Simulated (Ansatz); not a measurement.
Run report: Si₄₈C₄₇ (charge +1), geometry relaxation (part 1 of 3)

The run: geometry relaxation of Si₄₈C₄₇ (defect cell, 95 atoms in the cell, total charge +1). Method and program: DFT, PBEsol, PAW, plane waves (Ansatz 0.2.0).

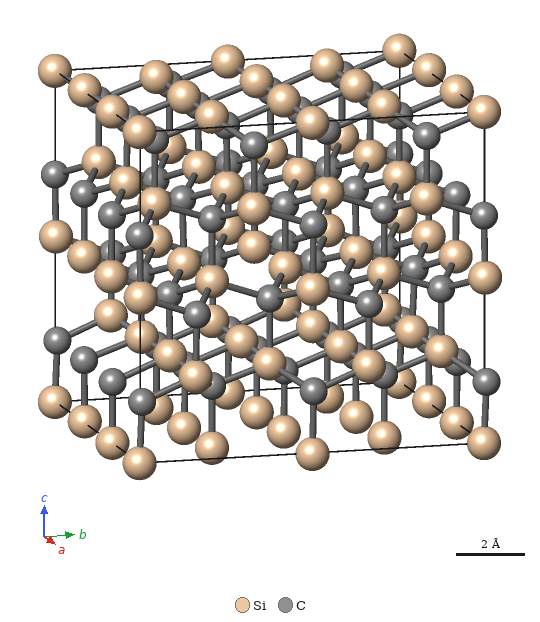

The input geometry (ball-and-stick view of the cell of the calculation, seen slightly off an axis).

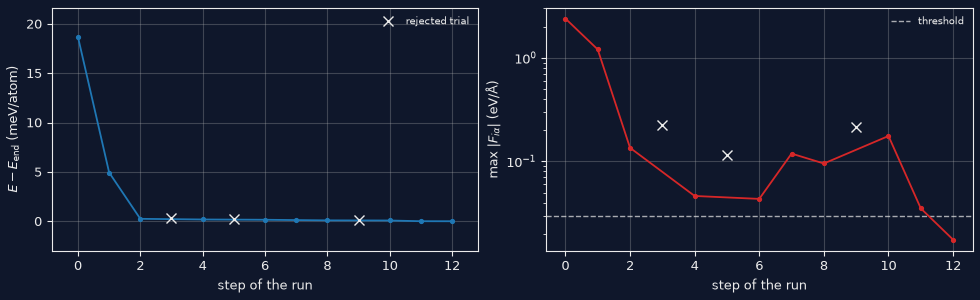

Progress of the relaxation, step by step (the first geometry is step 0 here and step 1 in the log).

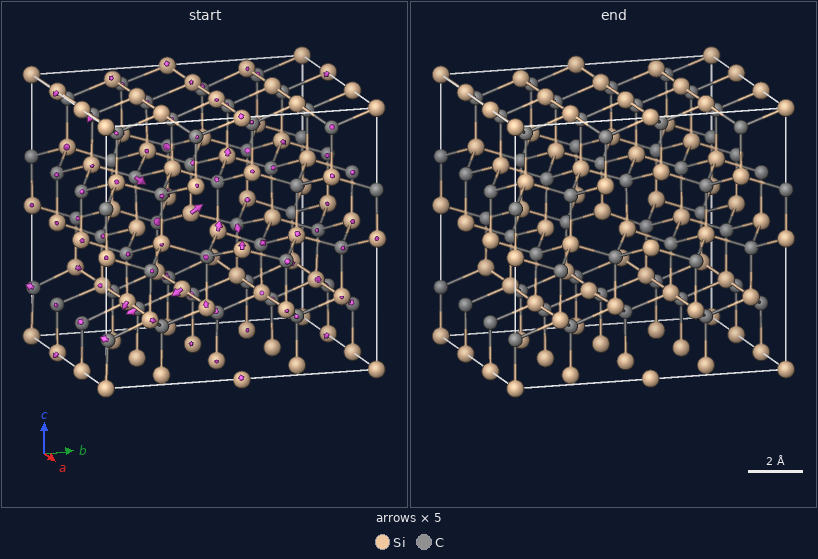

Before (left) and after (right) the relaxation, at one scale (ball-and-stick view of the cell of the calculation, seen slightly off an axis). The pink arrows give the displacements, magnified 5 times. The atom that moves furthest is Si7 (0.12 Å). By element the largest moves are Si 0.12 Å, C 0.11 Å. The cell stays as it was. Among the contacts that change: Si4–C75 1.821 → 1.922 Å, Si13–C49 1.791 → 1.885 Å, Si4–C64 1.969 → 1.880 Å, Si27–C66 1.838 → 1.923 Å. Among the angles that change: C67–Si7–C78 107.1° → 113.2°, Si13–C49–Si37 114.5° → 109.3°, Si3–C75–Si7 106.7° → 111.5°. Over 12 geometry steps the energy falls by 18.7 meV per atom. Largest force component: 2.4 eV/Å at the start, 0.018 eV/Å at the end. The line search rejected the trial steps at points 3, 5, 9 (counted from 0) and went back. (Atoms are counted from 1 in the order of the input.)

These pictures come from the run below.

Input
```yaml
crystal:
  lattice:
    - [9.234204, 0.000000, 0.000000]
    - [0.000000, 10.662740, 0.000000]
    - [0.000000, 0.000000, 10.075947]
  atoms:
    - { symbol: Si, position: [0.003242, 0.001141, 0.499839] }
    - { symbol: Si, position: [0.335779, 0.001445, 0.500977] }
    - { symbol: Si, position: [0.166525, 0.250546, 0.500719] }
    - { symbol: Si, position: [0.003138, 0.501051, 0.495390] }
    - { symbol: Si, position: [0.666679, 0.998329, 0.501879] }
    - { symbol: Si, position: [0.502054, 0.250317, 0.496020], spin: 0.25 }
    - { symbol: Si, position: [0.329728, 0.496576, 0.499338], spin: 0.25 }
    - { symbol: Si, position: [0.162642, 0.751395, 0.502692] }
    - { symbol: Si, position: [0.832782, 0.250103, 0.502999] }
    - { symbol: Si, position: [0.667679, 0.503810, 0.498933], spin: 0.25 }
    - { symbol: Si, position: [0.499458, 0.751704, 0.498957] }
    - { symbol: Si, position: [0.831023, 0.750020, 0.496995] }
    - { symbol: Si, position: [0.998080, 0.161705, 0.250807] }
    - { symbol: Si, position: [0.333196, 0.168974, 0.247637] }
    - { symbol: Si, position: [0.167741, 0.414661, 0.249673] }
    - { symbol: Si, position: [0.999303, 0.665101, 0.253014] }
    - { symbol: Si, position: [0.666171, 0.169615, 0.253347] }
    - { symbol: Si, position: [0.498284, 0.417916, 0.249505], spin: 0.25 }
    - { symbol: Si, position: [0.333120, 0.666329, 0.249500] }
    - { symbol: Si, position: [0.164689, 0.915841, 0.253182] }
    - { symbol: Si, position: [0.834502, 0.416539, 0.244975] }
    - { symbol: Si, position: [0.668584, 0.665428, 0.251017] }
    - { symbol: Si, position: [0.502355, 0.911818, 0.250371] }
    - { symbol: Si, position: [0.833209, 0.916369, 0.251801] }
    - { symbol: Si, position: [0.162020, 0.086317, 0.748873] }
    - { symbol: Si, position: [0.999025, 0.331818, 0.748846] }
    - { symbol: Si, position: [0.499190, 0.082909, 0.749607] }
    - { symbol: Si, position: [0.335281, 0.334855, 0.751675] }
    - { symbol: Si, position: [0.167031, 0.584997, 0.749872] }
    - { symbol: Si, position: [0.997906, 0.833093, 0.747985] }
    - { symbol: Si, position: [0.836492, 0.082659, 0.749187] }
    - { symbol: Si, position: [0.666730, 0.335840, 0.750095] }
    - { symbol: Si, position: [0.499430, 0.584493, 0.746102] }
    - { symbol: Si, position: [0.332190, 0.831525, 0.753541] }
    - { symbol: Si, position: [0.834265, 0.584568, 0.749601] }
    - { symbol: Si, position: [0.665068, 0.835496, 0.751488] }
    - { symbol: Si, position: [0.001501, 0.998310, 0.999968] }
    - { symbol: Si, position: [0.332838, 0.003574, 0.002382] }
    - { symbol: Si, position: [0.168910, 0.252025, 0.997208] }
    - { symbol: Si, position: [0.999112, 0.500970, 0.996982] }
    - { symbol: Si, position: [0.668079, 0.001255, 0.999726] }
    - { symbol: Si, position: [0.500905, 0.250585, 0.998255] }
    - { symbol: Si, position: [0.336167, 0.502103, 0.999900] }
    - { symbol: Si, position: [0.167353, 0.748045, 0.001125] }
    - { symbol: Si, position: [0.832495, 0.249941, 0.999799] }
    - { symbol: Si, position: [0.666609, 0.499337, 0.003115] }
    - { symbol: Si, position: [0.500487, 0.750976, 0.001696] }
    - { symbol: Si, position: [0.834819, 0.750246, 0.000785] }
    - { symbol: C, position: [0.000128, 0.005892, 0.184318] }
    - { symbol: C, position: [0.335503, 0.001097, 0.187849] }
    - { symbol: C, position: [0.169165, 0.252236, 0.186435] }
    - { symbol: C, position: [0.006627, 0.502651, 0.187514] }
    - { symbol: C, position: [0.665466, 0.002603, 0.182703] }
    - { symbol: C, position: [0.499481, 0.254784, 0.186977] }
    - { symbol: C, position: [0.330283, 0.503078, 0.188551] }
    - { symbol: C, position: [0.169033, 0.747990, 0.187263] }
    - { symbol: C, position: [0.833948, 0.250036, 0.187260] }
    - { symbol: C, position: [0.664498, 0.502175, 0.187051] }
    - { symbol: C, position: [0.499057, 0.748029, 0.185978] }
    - { symbol: C, position: [0.830174, 0.750271, 0.189046] }
    - { symbol: C, position: [0.998656, 0.998955, 0.686391] }
    - { symbol: C, position: [0.334208, 0.001641, 0.689900] }
    - { symbol: C, position: [0.166565, 0.250214, 0.686035] }
    - { symbol: C, position: [0.006489, 0.501682, 0.690779] }
    - { symbol: C, position: [0.663505, 0.001157, 0.686173] }
    - { symbol: C, position: [0.499866, 0.245582, 0.689357] }
    - { symbol: C, position: [0.333009, 0.497010, 0.686505] }
    - { symbol: C, position: [0.170762, 0.749878, 0.688786] }
    - { symbol: C, position: [0.833195, 0.249883, 0.691180] }
    - { symbol: C, position: [0.669174, 0.502633, 0.687303] }
    - { symbol: C, position: [0.497829, 0.747603, 0.687156] }
    - { symbol: C, position: [0.834020, 0.749946, 0.688338] }
    - { symbol: C, position: [0.998164, 0.165551, 0.437676] }
    - { symbol: C, position: [0.333669, 0.165302, 0.435406] }
    - { symbol: C, position: [0.163233, 0.418838, 0.435782] }
    - { symbol: C, position: [0.995084, 0.666219, 0.439075] }
    - { symbol: C, position: [0.666607, 0.165916, 0.436858] }
    - { symbol: C, position: [0.330160, 0.667330, 0.443416] }
    - { symbol: C, position: [0.168816, 0.916715, 0.438384] }
    - { symbol: C, position: [0.833706, 0.417940, 0.441085] }
    - { symbol: C, position: [0.667557, 0.662928, 0.435724] }
    - { symbol: C, position: [0.502193, 0.920058, 0.438259] }
    - { symbol: C, position: [0.832883, 0.915114, 0.439516] }
    - { symbol: C, position: [0.166884, 0.085286, 0.936562] }
    - { symbol: C, position: [0.999240, 0.331179, 0.939342] }
    - { symbol: C, position: [0.499309, 0.087474, 0.940426] }
    - { symbol: C, position: [0.333449, 0.330741, 0.937130] }
    - { symbol: C, position: [0.169557, 0.582301, 0.935343] }
    - { symbol: C, position: [0.003562, 0.831476, 0.938124] }
    - { symbol: C, position: [0.831556, 0.084810, 0.939118] }
    - { symbol: C, position: [0.663829, 0.332904, 0.937699] }
    - { symbol: C, position: [0.502299, 0.585570, 0.937890] }
    - { symbol: C, position: [0.333808, 0.833171, 0.939537] }
    - { symbol: C, position: [0.836029, 0.583856, 0.937797] }
    - { symbol: C, position: [0.666715, 0.834615, 0.937032] }
  symmetry: { detect: false }
kpoints:
  mp_grid: { grid: [1, 1, 1], shift: [0.25, 0.25, 0.25] }
hamiltonian:
  xc: pbesol
total_charge: 1
magnetization:
  spin_polarized: true
scf:
  occupations: { method: fermi_dirac, width: 0.01 }
relax:
  f_tol: 0.03
  max_steps: 80
  escape_saddle: false
  adjacent_minimum: "off"
output:
  forces: true
  eigenvalues: true
  populations: true
  charged_corrections: { epsilon: 9.7 }
```

Command:
```bash
ansatz run in.yaml --threads 32 --pin off --max-ram 171000MiB --runs-dir r --events-out ev --progress --plain --backend cuda --devices 0,
```

What the program printed
```
Pseudopotentials: kind: paw
Functional definition: PBEsol
  exchange = pbesol_x
  correlation = pbesol_c
Crystal: 95 atoms, lattice volume = 992.097 Å³
Basis set: ecut = 420 eV, 19405 PW (Γ), exchange–correlation on 128×144×144 points (8 copies of the dense FFT grid, shifted against one another)
Bands: 285, of which v1, the nominal top of the filled ones, is band 190 counted from 1 (189 counted from 0)
Symmetry: 1 space group operations
k-points: 1
Non-local potential: Si, projectors of the file, l = 0: 2, l = 1: 2, l = 2: 2
Non-local potential: C, projectors of the file, l = 0: 2, l = 1: 2, l = 2: 1
PAW form: soft (Blöchl's): semilocal exchange-correlation on the pseudo side does not see the compensation charge
PAW frozen core: Si, regenerated for the run's functional, and the local potential with it (the file was generated under x = pbe(κ = 0.804, μ = 0.2195149727645171), c = pbe(β = 0.06672455060314922))
PAW frozen core: C, regenerated for the run's functional, and the local potential with it (the file was generated under x = pbe(κ = 0.804, μ = 0.2195149727645171), c = pbe(β = 0.06672455060314922))
PAW one-centre angular grid: Si, 110 points (default); XC on 64 Gauss nodes
PAW one-centre angular grid: C, 110 points (default); XC on 64 Gauss nodes
Initial density: superposition of atomic densities (chi_scale 0.1, normalization cell)
Starting moments: Σ|m| = 1 μB on 4 of 95 sites
Initial wavefunctions: pseudopotential atomic-orbital guess
Functional: x = pbesol(κ = 0.804, μ = 0.12345679012345678), c = pbesol(β = 0.046)
SCF iter   1: F=—  HF=-41539.851603 eV  |F-HF|=—  |Δ(HF+E_count)|=         —  Δρ=7.41e-2 (↑7.41e-2 ↓7.41e-2)  dr2=2.74e2  dr2_m=2.25e-2  M=0.989 μB ∫|m|=1.034 μB  β_m=0.30  ethr=3.10e-3  ⟨swp⟩=6.0  Hψ=2474  notcnv=0  defer=109
preconditioner: auto → Resta (q_TF=auto, 2.324 Å⁻¹)  ε∞=4.3  [insulator: Δε(μ)=0.105 eV  Ē_g=12.716 eV  σ=0.010 eV  W_gap=0.99  n_scr=218 (ndim 8)  ℏωp=23.0 eV  f_vac=0.000  D(μ)=1.06/eV (n_scr^D=0)  ε∞_Penn≈4.3]
spin=Collinear: Resta preconditioning applied to the charge; magnetization (m = ρ↑ − ρ↓) channel mixes plain (no charge-response kernel on spin).
SCF iter   2: F=—  HF=-41480.786846 eV  |F-HF|=—  |Δ(HF+E_count)|=    5.91e1  Δρ=4.08e-2 (↑4.08e-2 ↓4.08e-2)  dr2=8.18e1  dr2_m=1.39e-2  M=1.000 μB ∫|m|=1.033 μB  β_m=0.30  ethr=3.10e-3  ⟨swp⟩=3.0  Hψ=1052  notcnv=0  defer=178
SCF iter   3: F=—  HF=-41457.097051 eV  |F-HF|=—  |Δ(HF+E_count)|=    2.37e1  Δρ=1.42e-2 (↑1.42e-2 ↓1.41e-2)  dr2=4.80e0  dr2_m=1.84e-2  M=1.000 μB ∫|m|=1.038 μB  β_m=0.30  ethr=3.10e-3  ⟨swp⟩=3.0  Hψ=1052  notcnv=0  defer=178
SCF iter   4: F=—  HF=-41456.069770 eV  |F-HF|=—  |Δ(HF+E_count)|=    1.03e0  Δρ=4.68e-3 (↑4.68e-3 ↓3.67e-3)  dr2=8.16e-1  dr2_m=1.63e-2  M=1.000 μB ∫|m|=1.063 μB  β_m=0.30  ethr=1.27e-3  ⟨swp⟩=2.5  Hψ=678  notcnv=0  defer=178
SCF iter   5: F=—  HF=-41456.013314 eV  |F-HF|=—  |Δ(HF+E_count)|=   5.65e-2  Δρ=2.67e-3 (↑2.67e-3 ↓1.51e-3)  dr2=3.12e-1  dr2_m=8.95e-3  M=1.000 μB ∫|m|=1.055 μB  β_m=0.30  ethr=2.15e-4  ⟨swp⟩=1.5  Hψ=399  notcnv=0  defer=178
SCF iter   6: F=—  HF=-41455.988220 eV  |F-HF|=—  |Δ(HF+E_count)|=   2.51e-2  Δρ=1.24e-3 (↑1.24e-3 ↓7.81e-4)  dr2=3.47e-2  dr2_m=3.88e-3  M=1.000 μB ∫|m|=1.043 μB  β_m=0.30  ethr=8.22e-5  ⟨swp⟩=4.0  Hψ=622  notcnv=0  defer=178
SCF iter   7: F=—  HF=-41455.995703 eV  |F-HF|=—  |Δ(HF+E_count)|=   7.48e-3  Δρ=1.14e-3 (↑1.14e-3 ↓6.43e-4)  dr2=4.46e-2  dr2_m=2.19e-3  M=1.000 μB ∫|m|=1.048 μB  β_m=0.30  ethr=9.14e-6  ⟨swp⟩=3.5  Hψ=651  notcnv=0  defer=178
Mixer restart at iter 7: flushing history
spin-set hold released at iteration 7 (site moments contracting): the magnetisation degrees of freedom join the quasi-Newton model from the next iteration; the mixer history was flushed
SCF iter   8: F=—  HF=-41455.991895 eV  |F-HF|=—  |Δ(HF+E_count)|=   3.81e-3  Δρ=5.34e-4 (↑5.34e-4 ↓4.68e-4)  dr2=3.97e-3  dr2_m=8.74e-4  M=1.000 μB ∫|m|=1.047 μB  β_m=0.35  ethr=9.14e-6  ⟨swp⟩=3.0  Hψ=423  notcnv=0  defer=178
SCF iter   9: F=—  HF=-41455.998045 eV  |F-HF|=—  |Δ(HF+E_count)|=   6.15e-3  Δρ=4.35e-4 (↑4.35e-4 ↓3.20e-4)  dr2=2.31e-3  dr2_m=6.55e-4  M=1.000 μB ∫|m|=1.049 μB  β_m=0.67  ethr=1.05e-6  ⟨swp⟩=2.0  Hψ=858  notcnv=0  defer=178
SCF iter  10: F=—  HF=-41456.000319 eV  |F-HF|=—  |Δ(HF+E_count)|=   2.27e-3  Δρ=2.70e-4 (↑2.70e-4 ↓1.38e-4)  dr2=1.50e-3  dr2_m=2.05e-4  M=1.000 μB ∫|m|=1.052 μB  β_m=0.63  ethr=6.08e-7  ⟨swp⟩=2.5  Hψ=733  notcnv=0  defer=178
SCF iter  11: F=—  HF=-41456.000658 eV  |F-HF|=—  |Δ(HF+E_count)|=   3.39e-4  Δρ=9.40e-5 (↑9.40e-5 ↓3.62e-5)  dr2=1.29e-4  dr2_m=2.89e-5  M=1.000 μB ∫|m|=1.054 μB  β_m=0.82  ethr=3.95e-7  ⟨swp⟩=2.0  Hψ=681  notcnv=0  defer=178
SCF iter  12: F=—  HF=-41456.000724 eV  |F-HF|=—  |Δ(HF+E_count)|=   6.59e-5  Δρ=6.95e-5 (↑6.95e-5 ↓1.13e-5)  dr2=1.10e-4  dr2_m=1.21e-5  M=1.000 μB ∫|m|=1.055 μB  β_m=0.85  ethr=3.41e-8  ⟨swp⟩=2.0  Hψ=725  notcnv=0  defer=178
SCF iter  13: F=—  HF=-41456.000726 eV  |F-HF|=—  |Δ(HF+E_count)|=   2.34e-6  Δρ=2.92e-5 (↑2.92e-5 ↓4.57e-6)  dr2=2.26e-5  dr2_m=1.93e-6  M=1.000 μB ∫|m|=1.055 μB  β_m=0.90  ethr=2.89e-8  ⟨swp⟩=2.5  Hψ=679  notcnv=0  defer=178
SCF iter  14: F=—  HF=-41456.000726 eV  |F-HF|=—  |Δ(HF+E_count)|=   6.02e-7  Δρ=7.35e-6 (↑7.35e-6 ↓1.81e-6)  dr2=1.35e-6  dr2_m=1.22e-7  M=1.000 μB ∫|m|=1.055 μB  β_m=0.89  ethr=5.94e-9  ⟨swp⟩=14.5  Hψ=3444  notcnv=0
SCF iter  15: F=-41456.000725 eV  HF=-41456.000726 eV  |F-HF|=1.48e-7  |Δ(HF+E_count)|=   8.25e-8  Δρ=2.94e-6 (↑2.94e-6 ↓8.69e-7)  dr2=2.34e-7  dr2_m=1.95e-8  M=1.000 μB ∫|m|=1.055 μB  ethr=3.57e-10  ⟨swp⟩=3.5  Hψ=1309  notcnv=0
SCF 1 converged in 15 iterations: F = -41456.000725 eV  dr2 = 2.34e-7
  greatest PAW one-centre occupation: 0.652 electrons in one spin orbital (limit 2), on the C atom at site 74 (counted from 0), in its partial waves of l = 0
relax step   1: F+E_penalty+E_count = -41456.00072544 eV  Δ(F+E_penalty+E_count) = +0.000e0 eV  max|allowed force component| = 2.397e0 eV/Å  Δτ_max = 0.0000 Å  (15 SCF iters, dr2 threshold 2.25e-5 eV, accepted)
Initial density: handed on by an earlier stage of this run
Starting moments: Σ|m| = 1 μB on 4 of 95 sites; this step starts from the density that it was given
Initial wavefunctions: those handed on with the density
iter 1 solved again at ethr=1.58e-4 eV; its pass at ethr=3.10e-3 eV (dr2=5.98e-1 eV) is discarded
SCF iter   1: F=—  HF=-41457.488996 eV  |F-HF|=—  |Δ(HF+E_count)|=         —  Δρ=3.53e-3 (↑3.53e-3 ↓3.24e-3)  dr2=6.02e-1  dr2_m=5.09e-3  M=1.000 μB ∫|m|=1.063 μB  β_m=0.30  ethr=1.58e-4  ⟨swp⟩=1.0  Hψ=1792  notcnv=0  defer=174
preconditioner: auto → Resta (q_TF=auto, 2.324 Å⁻¹)  ε∞=4.8  [insulator: Δε(μ)=0.149 eV  Ē_g=11.762 eV  σ=0.010 eV  W_gap=1.00  n_scr=218 (ndim 8)  ℏωp=23.0 eV  f_vac=0.000  D(μ)=0.12/eV (n_scr^D=0)  ε∞_Penn≈4.8]
spin=Collinear: Resta preconditioning applied to the charge; magnetization (m = ρ↑ − ρ↓) channel mixes plain (no charge-response kernel on spin).
SCF iter   2: F=—  HF=-41457.382788 eV  |F-HF|=—  |Δ(HF+E_count)|=   1.06e-1  Δρ=2.36e-3 (↑2.36e-3 ↓2.20e-3)  dr2=2.54e-1  dr2_m=2.28e-3  M=1.000 μB ∫|m|=1.062 μB  β_m=0.58  ethr=1.58e-4  ⟨swp⟩=1.5  Hψ=399  notcnv=0  defer=174
relax step   2: F+E_penalty+E_count = -41457.30545648 eV  Δ(F+E_penalty+E_count) = -1.305e0 eV  max|allowed force component| = 1.206e0 eV/Å  Δτ_max = 0.0800 Å  (8 SCF iters, dr2 threshold 1.00e-4 eV, accepted)
preconditioner: auto → Resta (q_TF=auto, 2.324 Å⁻¹)  ε∞=4.8  [insulator: Δε(μ)=0.285 eV  Ē_g=11.754 eV  σ=0.010 eV  W_gap=1.00  n_scr=218 (ndim 8)  ℏωp=23.0 eV  f_vac=0.000  D(μ)=0.00/eV (n_scr^D=0)  ε∞_Penn≈4.8]
spin=Collinear: Resta preconditioning applied to the charge; magnetization (m = ρ↑ − ρ↓) channel mixes plain (no charge-response kernel on spin).
```
